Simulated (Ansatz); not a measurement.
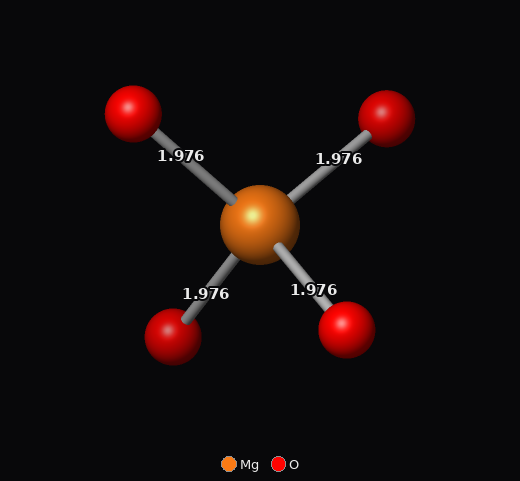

The surroundings of site Mg1 (at 0.000, 0.000, 0.000) in MgO (F-43m, No. 216), with bond lengths in Å.

Source of the atomic positions: the input geometry of an electronic-structure calculation (not necessarily at equilibrium); the starting structure was generated, so it need not be a known form of this composition.

```
CELL_PARAMETERS angstrom
4.56401 0.00000 0.00000
0.00000 4.56401 0.00000
0.00000 0.00000 4.56401
ATOMIC_POSITIONS crystal
Mg 0.00000 0.00000 0.00000
O 0.25000 0.25000 0.75000
Mg 0.00000 0.50000 0.50000
O 0.25000 0.75000 0.25000
Mg 0.50000 0.00000 0.50000
O 0.75000 0.25000 0.25000
Mg 0.50000 0.50000 0.00000
O 0.75000 0.75000 0.75000
```

Bond valence s = exp((R0 − d)/b), R0 fitted to published crystal structures with b = 0.37 Å; R0 in Å: Mg2+–O 1.677.

Question: Calculate the bond-valence sum of Mg1 from the bonds drawn.

Answer: 4 × 0.446 = 1.78 v.u., against a formal valence of 2: underbonded (bonds long for this ion) by 0.22.

Question: And over the whole structure?

Answer:
```csv
site,"x, y, z",formal valence,bond-valence sum,difference
Mg1,"0.000, 0.000, 0.000",+2,1.82,-0.18
O1,"0.250, 0.250, 0.750",−2,1.82,-0.18
```

These sums include all anions within 5 Å. The global instability index (root mean square of the differences over all atoms) is 0.18 v.u.: moderate strain, common in real structures. The cell was not relaxed for this table, and a volume that is off by a few per cent shifts all sums together.
